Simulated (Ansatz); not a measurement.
# Ni: single-point calculation (part 2 of 2)

Continued. System: Ni (slab, 4 atoms in the cell). Method: DFT, PBE, all-electron LAPW, scalar-relativistic, spin-polarised (Ansatz 0.2.0); 19×19×1 k-mesh, Fermi–Dirac smearing of 0.05 eV, collinear spins. 

Geometry of the input (Å; fractional positions):
```
2.4880  0.0000  0.0000
-1.2440  2.1547  0.0000
0.0000  0.0000  22.0944
Ni 0.0000  0.0000  0.3621
Ni 0.3333  0.6667  0.4540
Ni 0.6667  0.3333  0.5460
Ni 0.0000  0.0000  0.6379
```

```
SCF converged after 16 iterations
Magnetization: 2.6611 μB (37.3305 up, 34.6695 down)
Absolute magnetization: 3.0968 μB (∫|ρ↑−ρ↓|)
Spin contamination: 0.0429 ħ² per cell (⟨S²⟩ above its minimum at these occupations)
Per-site moments (μB) at R_I (Å): [(0.6859565314227538, 1.2440184404691537), (0.7064171764508878, 1.2440184404691537), (0.7064171177923821, 1.2440184404691537), (0.6859564137990368, 1.2440184404691537)]
Free energy (F): -165530.167899 eV
Harris-Foulkes:  -165530.167899 eV  (|F-HF|=2.63e-8)
Internal energy: -165530.111580 eV  (E = F + TS)
E sigma→0 (E₀):  -165530.139740 eV
Entropy (-TS):   -0.056319 eV (-14.080 meV/atom)
Fermi energy:    3.587448 eV
Dipole field:    D = -0.000000 V/Å  (p = -0.000000 e·Å, saw-weighted, corrected)
Work function:   Φ+ = 5.0640 eV   Φ− = 5.0640 eV
Levels:          The Fermi level and band energies are counted from a zero that moves with the ramp; work functions are not
--- Per-component energies (eV) ---
  E_band       = -2177.264293
  E_kinetic    = 168177.008256
  E_xc         = -6921.250564
  E_efield     = 0.000000  (sawtooth field / dipole correction)
  E_electrostatic = -326785.869272  (all electrons and nuclei)
  E_smearing   = -0.056319  (= −TS)
  E_closure    = 0.000000  (closes the sum)
  E_atoms      = -165503.023614  (free atoms, spherical and without spin; not in F)
  Σ components = -165530.167899   (vs F -165530.167899, Δ=0.00e0)
  Basis errors (estimates in eV, not in F): energy 3.0e-4 per atom: plane waves 2.7e-4 (1.5e-4 summed), levels above the bands 1.5e-77, relativity 1.7e-8, radial functions 3.5e-5, core shells 1.3e-9; eigenvalues (radial functions only) 1.1e-6; not estimated: angular momenta, meshes, grids; target (lapw.basis_error) 1.0e-3; muffin-tin radii Ni 1.244 Å
--- Forces (eV/Å), atoms counted from 1 ---
  atom   1  Ni     0.00000000    -0.00000000     0.14786635
  atom   2  Ni    -0.00000000    -0.00000000    -0.07574868
  atom   3  Ni     0.00000000     0.00000000     0.07574885
  atom   4  Ni    -0.00000000     0.00000000    -0.14786788
  max |Σ_I F_I| component: 1.36e-6 eV/Å
--- Stress (GPa, compression-positive) ---
       -2.327586       0.000000       0.000000
       -0.000000      -2.327586       0.000000
        0.000000       0.000000      -1.008790
  P = ⅓ Tr σ = -1.8880 GPa (-18.880 kbar)
--- Band table (eV; the first three rows and the last of 80) ---
  k-point 0 ↑: bands = ["-100.1493", "-100.1326", "-99.8215", "-99.8215", "-60.5998", "-60.4929", "-60.4277", "-60.4277", "-60.4120", "-60.4120", "-60.1823", "-60.1823", "-60.1822", "-60.1822", "-60.0652", "-60.0637", "-5.0442", "-3.6813", "-2.0364", "-1.3410", "0.9852", "1.0529", "1.1788", "1.1788", "1.1891", "1.1891", "1.3709", "1.4602", "1.4602", "1.4939", "1.4939", "2.2780", "2.2780", "2.4333", "2.4333", "2.8140", "2.8140", "2.8940", "2.9513", "2.9513", "3.7994", "8.3731", "8.3793", "9.5633", "10.2381", "12.1742"]
  k-point 1 ↑: bands = ["-100.1486", "-100.1321", "-99.8209", "-99.8209", "-60.5986", "-60.4934", "-60.4318", "-60.4290", "-60.4165", "-60.4130", "-60.1867", "-60.1867", "-60.1834", "-60.1833", "-60.0647", "-60.0633", "-4.9492", "-3.5907", "-1.9522", "-1.2715", "0.9504", "0.9785", "1.1557", "1.2072", "1.2240", "1.2293", "1.3204", "1.4308", "1.4959", "1.5090", "1.5304", "2.2451", "2.2518", "2.4419", "2.4460", "2.5367", "2.7041", "2.8124", "2.9525", "3.2901", "4.1633", "8.4529", "8.4707", "9.6535", "10.3090", "12.2503"]
  k-point 2 ↑: bands = ["-100.1466", "-100.1307", "-99.8192", "-99.8192", "-60.5951", "-60.4952", "-60.4430", "-60.4327", "-60.4294", "-60.4157", "-60.1995", "-60.1994", "-60.1865", "-60.1865", "-60.0632", "-60.0620", "-4.6677", "-3.3243", "-1.7089", "-1.0728", "0.8064", "0.8638", "1.0591", "1.2425", "1.2850", "1.2884", "1.3467", "1.3544", "1.4944", "1.5977", "1.6367", "2.1640", "2.1914", "2.1999", "2.3672", "2.4518", "2.6840", "2.8082", "2.9555", "3.7800", "4.8525", "8.6909", "8.7448", "9.9240", "10.5231", "12.4817"]
  k-point 39 ↓: bands = ["-99.2048", "-99.2037", "-98.9256", "-98.9256", "-59.6839", "-59.6784", "-59.6675", "-59.6405", "-59.6064", "-59.6010", "-59.4384", "-59.4376", "-59.4212", "-59.4204", "-59.2344", "-59.2342", "0.3714", "0.4700", "0.4917", "0.6019", "0.6537", "0.8882", "1.0754", "1.5160", "1.5459", "1.9935", "2.0357", "2.0487", "2.0525", "2.6772", "2.9198", "2.9269", "3.5076", "3.6530", "3.6592", "3.7203", "7.8775", "8.6138", "9.2113", "9.6513", "9.8447", "10.8723", "11.1819", "11.9060", "13.0375", "13.2273"]
--- Löwdin populations: 4 sites ---
  site symbol       q [e]    m [muB]
     0     Ni     27.8075     0.6886
     1     Ni     27.7672     0.7141
     2     Ni     27.7672     0.7141
     3     Ni     27.8075     0.6886
  spilling = 0.007595 (of n_electrons = 112.000000)
```

File populations.tsv
```
# site	symbol	l	j	q_up	q_dn
# orbitals = lowdin
# n_electrons = 112.000000
# spilling = 0.007595
# projection_atom_Ni: 1s2 2s2 2p6 3s2 3p6 3d8 4s2
0	Ni	0_1S	-	0.999997	0.999997
0	Ni	0_2S	-	0.999834	0.999837
0	Ni	0_3S	-	0.995876	0.996000
0	Ni	0_4S	-	0.485236	0.504539
0	Ni	1_2P	-	2.999998	2.999998
0	Ni	1_3P	-	2.999271	2.999240
0	Ni	2_3D	-	4.767860	4.059845
1	Ni	0_1S	-	0.999996	0.999996
1	Ni	0_2S	-	0.999781	0.999785
1	Ni	0_3S	-	0.994530	0.994668
1	Ni	0_4S	-	0.480272	0.495490
1	Ni	1_2P	-	2.999998	2.999998
1	Ni	1_3P	-	2.999384	2.999362
1	Ni	2_3D	-	4.766668	4.037223
2	Ni	0_1S	-	0.999996	0.999996
2	Ni	0_2S	-	0.999781	0.999785
2	Ni	0_3S	-	0.994530	0.994668
2	Ni	0_4S	-	0.480272	0.495490
2	Ni	1_2P	-	2.999998	2.999998
2	Ni	1_3P	-	2.999384	2.999362
2	Ni	2_3D	-	4.766668	4.037223
3	Ni	0_1S	-	0.999997	0.999997
3	Ni	0_2S	-	0.999834	0.999837
3	Ni	0_3S	-	0.995876	0.996000
3	Ni	0_4S	-	0.485236	0.504539
3	Ni	1_2P	-	2.999998	2.999998
3	Ni	1_3P	-	2.999271	2.999240
3	Ni	2_3D	-	4.767860	4.059845
```

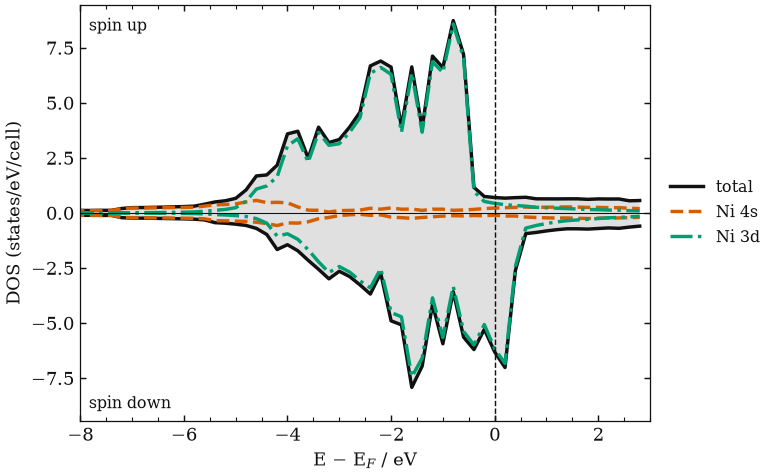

Density of states (projected on atomic shells), with energies from the Fermi level. There are states at the Fermi level: a metal at this level of theory.

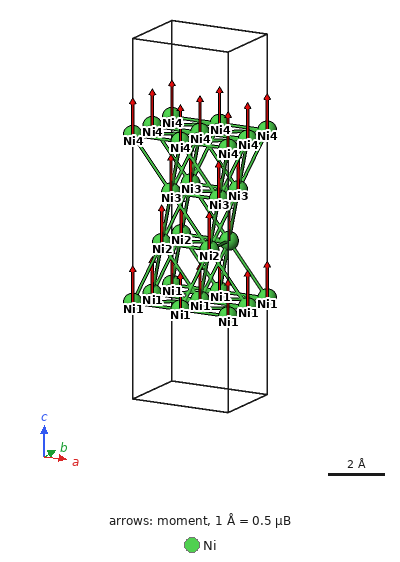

Magnetic moments of the sites as red arrows (ball-and-stick view of the 2 × 2 repeat of the cell, with the vacuum cut short, seen slightly off an axis; atoms are numbered from 1 in the order of the input); small moments hardly show. The run is collinear, so the axis drawn is arbitrary. Site moments: Ni2, Ni3 (0.71 μB); Ni1, Ni4 (0.69 μB). They are counted near the atoms and needn't add up to the moment of the cell.

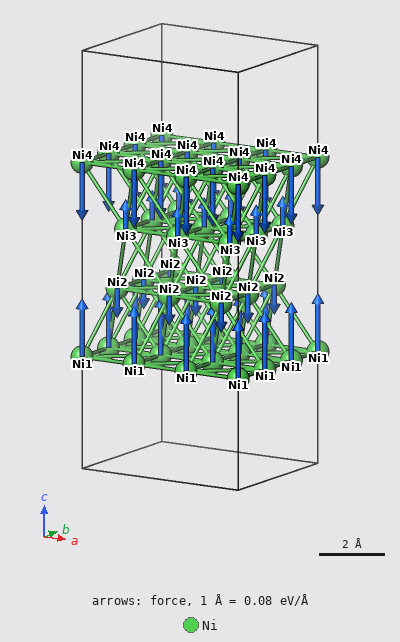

Forces on the atoms as blue arrows (ball-and-stick view of the 3 × 3 repeat of the cell, with the vacuum cut short, seen slightly off an axis; atoms are numbered from 1 in the order of the input). The largest act on Ni1, Ni4 (0.15 eV/Å); Ni2, Ni3 (0.08 eV/Å). The geometry is not a stationary point of this energy.

Results in brief

- outcome: converged
- electrons in bands (core shells apart): 72
- free energy: −165530.1679 eV
- Fermi energy: 3.587 eV
- net moment of the cell: 2.66 μB
- integrated absolute moment: 3.10 μB
- electronic character: metal
- largest force (length of the vector): 0.148 eV/Å
- wall time: 4 min (CPU time 7.8 min)
- peak memory: 1 GiB
